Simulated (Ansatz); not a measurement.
## Run report: Al3GaN4, single-point calculation

The run: single-point calculation of Al3GaN4 (Pm, 8 atoms in the cell). Method and program: DFT PBEsol, scalar-relativistic, plane waves, PAW, no spin polarisation (Ansatz 0.2.0).

The structure derives from a Materials Project entry. It belongs to a series of runs on one base structure; here: mode 10 (414.8 1/cm) frozen in, largest displacement +0.060 A. Figures and captions count atoms from 1; the log counts them from 0 in places.

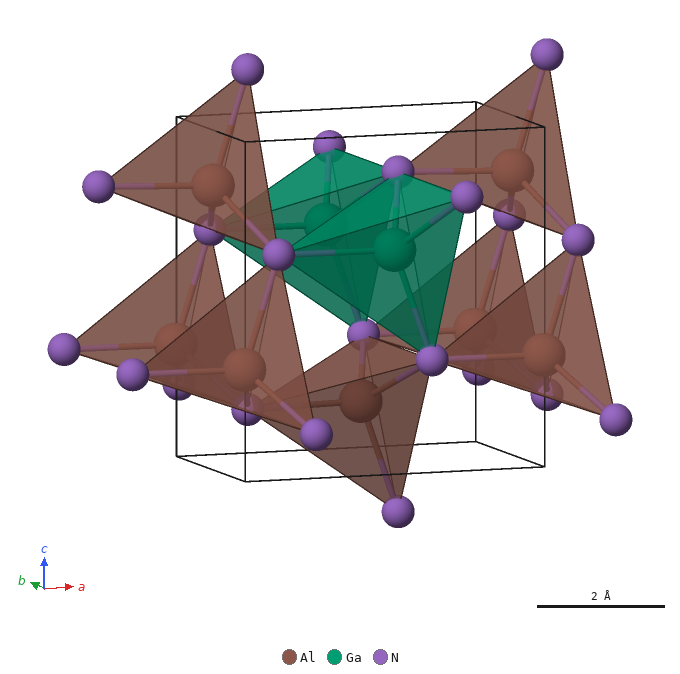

The structure (polyhedral view of the cell of the calculation, seen slightly off an axis; polyhedra are completed across the faces of the cell). An atom can appear more than once, as a periodic image.

### The input
```yaml
crystal:
  lattice:
    - [5.0434079713, 0.0, 0.0001149907]
    - [0.0, 3.1300738974, 0.0]
    - [-0.0032362569, 0.0, 5.4179919474]
  atoms:
    - { symbol: Al, position: [0.5006624663, 0.5, 0.1783966913] }
    - { symbol: Al, position: [0.0069061256, 0.5, 0.8345254195] }
    - { symbol: Al, position: [-0.0027713028, 0.0, 0.3296920056] }
    - { symbol: Ga, position: [0.4978018533, 0.0, 0.6605606874] }
    - { symbol: "N", position: [0.1120042866, 0.0, 0.6622254595] }
    - { symbol: "N", position: [0.1231032753, 0.5, 0.1703212478] }
    - { symbol: "N", position: [0.6254062975, 0.5, 0.8472925696] }
    - { symbol: "N", position: [0.6245594666, 0.0, 0.3312834634] }
basis:
  ecutwfc: 420
kpoints:
  mp_grid: { grid: [6, 8, 4] }
hamiltonian:
  xc: pbesol
scf:
  occupations: { method: gaussian, width: 0.05 }
output:
  forces: true
  stress: true
  eigenvalues: true
  write_density: true
  write_potential: true
  elf: true
  volumetric_format: npy
```

Run on 2 threads of AMD EPYC (Zen 5), 32 GiB of memory available, shared host.

Command:
```bash
ansatz run input.yaml --threads 2 --pin off --max-ram 5120MiB --backend cpu --events-out ev --progress --plain --runs-dir out
```

### What the program printed
```
Engine: ansatz 0.2.0, x86_64-unknown-linux-gnu
Pseudopotentials: kind: paw
Pseudopotential: Al, paw, valence charge 3, recommended cutoff 420 eV (normal), Al.paw.azcp
Pseudopotential: Ga, paw, valence charge 13, recommended cutoff 420 eV (normal), Ga.paw.azcp
Pseudopotential: N, paw, valence charge 5, recommended cutoff 420 eV (normal), N.paw.azcp
Functional definition: PBEsol
  exchange = pbesol_x
  correlation = pbesol_c
Crystal: 8 atoms, lattice volume = 85.530 Å³
Basis set: ecut = 420 eV, 1681 PW (Γ), exchange–correlation on 72×48×80 points (8 copies of the dense FFT grid, shifted against one another)
Bands: 29, of which v1, the nominal top of the filled ones, is band 21 counted from 1 (20 counted from 0)
Symmetry: 2 space group operations
Space group: Pm (ITA 6), of the structure as read, at distance tolerance 4.4e-5 Å
k-points: 70 of 192 (time reversal used)
Non-local potential: Al, projectors of the file, l = 0: 2, l = 1: 2, l = 2: 1
Non-local potential: Ga, projectors of the file, l = 0: 2, l = 1: 2, l = 2: 3, l = 3: 1
Non-local potential: N, projectors of the file, l = 0: 2, l = 1: 2, l = 2: 1
PAW form: soft (Blöchl's): semilocal exchange-correlation on the pseudo side does not see the compensation charge
PAW frozen core: Al, regenerated for the run's functional, and the local potential with it (the file was generated under x = pbe(κ = 0.804, μ = 0.2195149727645171), c = pbe(β = 0.06672455060314922))
PAW frozen core: Ga, regenerated for the run's functional, and the local potential with it (the file was generated under x = pbe(κ = 0.804, μ = 0.2195149727645171), c = pbe(β = 0.06672455060314922))
PAW frozen core: N, regenerated for the run's functional, and the local potential with it (the file was generated under x = pbe(κ = 0.804, μ = 0.2195149727645171), c = pbe(β = 0.06672455060314922))
PAW one-centre angular grid: Al, 110 points (default); XC on 64 Gauss nodes
PAW one-centre angular grid: Ga, 590 points (default); XC on 64 Gauss nodes
PAW one-centre angular grid: N, 110 points (default); XC on 64 Gauss nodes
Initial density: superposition of atomic densities (neutral atoms: chi_scale 0, normalization atom), corrected by the library's trained network
Initial wavefunctions: pseudopotential atomic-orbital guess
Functional: x = pbesol(κ = 0.804, μ = 0.12345679012345678), c = pbesol(β = 0.046)
SCF iter   1: F=—  HF=-6840.641250 eV  |F-HF|=—  |Δ(HF+E_count)|=         —  Δρ=1.11e-2  dr2=1.10e-1  ethr=1.77e-3  ⟨swp⟩=6.4  Hψ=9979  notcnv=0  defer=16
preconditioner: auto → Resta (q_TF=auto, 2.423 Å⁻¹)  ε∞=4.2  [insulator: Δε(μ)=3.241 eV  Ē_g=14.559 eV  σ=0.050 eV  W_gap=1.00  n_scr=20 (ndim 8)  ℏωp=26.0 eV  f_vac=0.000  D(μ)=0.00/eV (n_scr^D=0)  ε∞_Penn≈4.2]
SCF iter   2: F=—  HF=-6840.609754 eV  |F-HF|=—  |Δ(HF+E_count)|=   3.15e-2  Δρ=1.74e-3  dr2=2.74e-3  ethr=2.62e-4  ⟨swp⟩=2.4  Hψ=3767  notcnv=0  defer=226
SCF iter   3: F=—  HF=-6840.609338 eV  |F-HF|=—  |Δ(HF+E_count)|=   4.15e-4  Δρ=9.18e-4  dr2=7.43e-4  ethr=6.53e-6  ⟨swp⟩=1.8  Hψ=2564  notcnv=0  defer=226
SCF iter   4: F=—  HF=-6840.609217 eV  |F-HF|=—  |Δ(HF+E_count)|=   1.22e-4  Δρ=2.32e-4  dr2=4.81e-5  ethr=1.77e-6  ⟨swp⟩=2.7  Hψ=3215  notcnv=0  defer=226
SCF iter   5: F=—  HF=-6840.609052 eV  |F-HF|=—  |Δ(HF+E_count)|=   1.65e-4  Δρ=9.74e-5  dr2=7.63e-6  ethr=1.14e-7  ⟨swp⟩=2.0  Hψ=3265  notcnv=0  defer=226
SCF iter   6: F=—  HF=-6840.609052 eV  |F-HF|=—  |Δ(HF+E_count)|=   7.03e-9  Δρ=2.87e-5  dr2=8.17e-7  ethr=1.82e-8  ⟨swp⟩=2.1  Hψ=2986  notcnv=0  defer=226
SCF iter   7: F=-6840.609052 eV  HF=-6840.609052 eV  |F-HF|=2.88e-8  |Δ(HF+E_count)|=   1.52e-7  Δρ=8.84e-6  dr2=6.84e-8  ethr=2.38e-10  ⟨swp⟩=13.2  Hψ=15194  notcnv=0
SCF 1 converged in 7 iterations: F = -6840.609052 eV  dr2 = 6.84e-8
  greatest PAW one-centre occupation: 0.995 electrons in one spin orbital (limit 2), on the Ga atom at site 3 (counted from 0), in its partial waves of l = 2
```

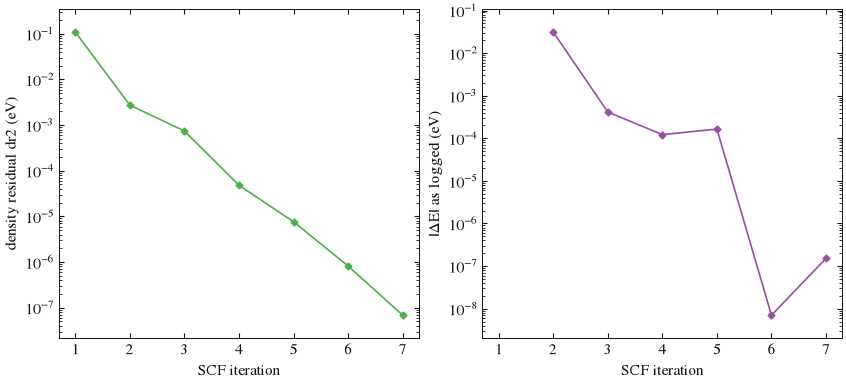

Convergence of the self-consistent field: density residual dr2 and size of the energy change against the SCF iteration. The residual falls at every step.

```
SCF converged after 7 iterations
Free energy (F): -6840.609052 eV
Harris-Foulkes:  -6840.609052 eV  (|F-HF|=2.88e-8)
Internal energy: -6840.609052 eV  (E = F + TS)
E sigma→0 (E₀):  -6840.609052 eV
Fermi energy:    9.511144 eV
--- Per-component energies (eV) ---
  E_band       = 22.990944
  E_kinetic    = 722.836526
  E_local      = -3164.571264  (includes V_loc(G=0)·N_el)
  E_nonlocal   = 642.502126
  E_hartree    = 1392.761107
  E_xc         = -429.749621
  E_vxc        = -456.253244  (∫ρ·V_xc dr)
  E_paw        = -3809.208885  (= ΣΔE_a)
  E_vpaw       = -507.037930  (= ΣTr[D̂ρ^β])
  E_aug_tail   = 0.000281  (compensation charges beyond the density's cutoff)
  E_ewald      = -2196.212113
  E_core_change = 1.032790  (= ΣΔE_core)
  E_smearing   = -0.000000  (= −TS)
  E_closure    = 0.000000  (closes the sum)
  Σ components = -6840.609052   (vs F -6840.609052, Δ=0.00e0)
--- Forces (eV/Å), atoms counted from 1 ---
  atom   1  Al    -0.05758680    -0.00000000    -1.00095155
  atom   2  Al    -0.47671242     0.00000000     0.03781937
  atom   3  Al     0.35956387     0.00000000     0.16530473
  atom   4  Ga     0.29999644     0.00000000     1.39985642
  atom   5  N     -0.04067273     0.00000000     0.19817130
  atom   6  N     -0.02985560    -0.00000000    -0.14982563
  atom   7  N     -0.00834314    -0.00000000    -0.34400437
  atom   8  N     -0.04636230    -0.00000000    -0.30639381
  max |Σ_I F_I| component: 2.73e-5 eV/Å
--- Stress (GPa, compression-positive) ---
        0.312065       0.000000      -0.689673
        0.000000      -0.659999       0.000000
       -0.689688       0.000000       0.728514
  P = ⅓ Tr σ = 0.1269 GPa (1.269 kbar)
--- Band table (eV; the first three rows and the last of 70) ---
  k-point 0: bands = ["-7.6793", "-6.3897", "-6.1026", "-5.3790", "-5.1329", "-5.0723", "-5.0018", "-4.3521", "-3.9778", "1.2938", "2.0353", "3.2341", "4.1597", "5.3850", "5.6710", "6.6448", "6.7548", "6.9098", "7.6084", "7.6744", "7.8671", "11.1552", "13.1426", "13.5540", "13.6664", "15.2325", "17.4733", "17.9210", "18.0549"]
  k-point 1: bands = ["-7.4997", "-6.5117", "-6.0908", "-5.5791", "-5.1333", "-5.0748", "-5.0018", "-4.4152", "-3.9344", "1.5557", "2.5490", "3.3428", "3.8307", "5.5282", "5.8708", "6.3431", "6.5033", "6.6992", "6.8902", "7.5821", "7.8095", "12.0255", "13.4169", "14.0021", "14.3159", "15.2117", "17.0417", "17.3860", "17.8572"]
  k-point 2: bands = ["-7.1429", "-6.8533", "-6.0692", "-5.7359", "-5.1336", "-5.0790", "-5.0019", "-4.4073", "-3.9696", "2.1056", "2.4554", "3.8483", "4.2578", "4.9604", "5.3652", "5.7731", "6.2121", "6.9343", "6.9536", "7.3670", "7.7375", "13.1646", "13.3724", "14.6231", "14.9575", "15.5342", "15.9203", "16.8148", "17.5291"]
  k-point 69: bands = ["-6.2415", "-6.1742", "-5.8661", "-5.2367", "-5.1021", "-5.0270", "-4.5264", "-4.3838", "-3.7420", "1.4596", "1.8044", "1.9318", "2.1674", "5.8532", "6.0224", "6.0590", "6.0925", "6.2042", "6.2334", "6.4076", "6.4705", "12.3350", "12.5361", "12.7853", "13.0538", "15.4387", "16.5037", "16.5952", "17.0604"]
```

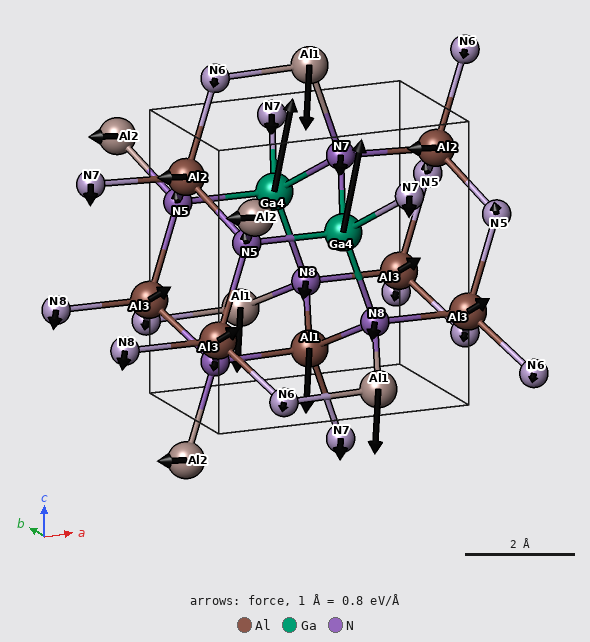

Forces on the atoms as black arrows (ball-and-stick view of the cell of the calculation, seen slightly off an axis; neighbours outside the cell are drawn fainter; atoms are numbered from 1 in the order of the input). The largest act on Ga4 (1.43 eV/Å); Al1 (1.00 eV/Å); Al2 (0.48 eV/Å). The geometry is not a stationary point of this energy.

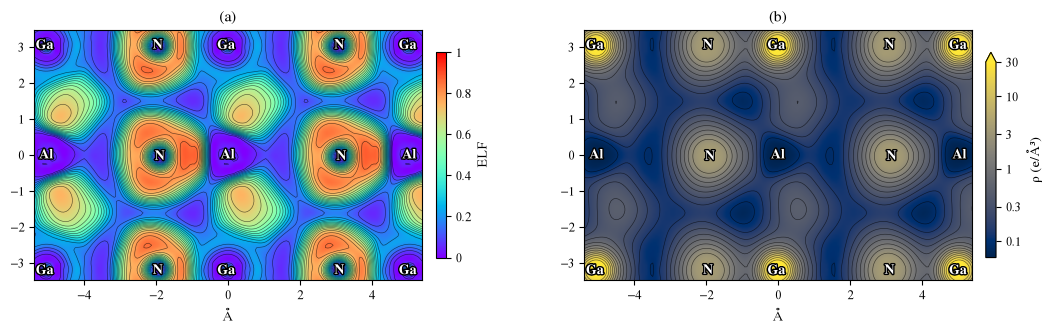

(a) ELF; (b) valence electron density on the (011̄) plane of the conventional cell. The section cuts through Al, Ga and N sites. Al–N (1.90 Å): ρ at the midpoint is about 0.67 e/Å³; the ELF is about 0.85 at the midpoint. Al–N (1.90 Å): ρ is about 0.67 e/Å³ halfway; the ELF is about 0.85 at the midpoint. Ga–N (1.95 Å): ρ at the midpoint is about 0.77 e/Å³; the ELF is about 0.45 at the midpoint. Away from the nuclei the density in this plane falls to 0.07 e/Å³ at its lowest. Core electrons are frozen (PAW), so the fields are smoothed inside the atomic spheres.

### Results in brief

| quantity | value |
| --- | --- |
| outcome | converged |
| space group (tolerance 0.01 Å) | Pm (6) |
| electrons treated | 42 |
| free energy | −6840.6091 eV |
| Fermi energy | 9.511 eV |
| gap on the k-point mesh | 3.29 eV |
| pressure | 0.13 GPa |
| largest force (length of the vector) | 1.432 eV/Å |
| wall time | 3.2 s (CPU time 6.2 s) |
| peak memory | 0.48 GiB |
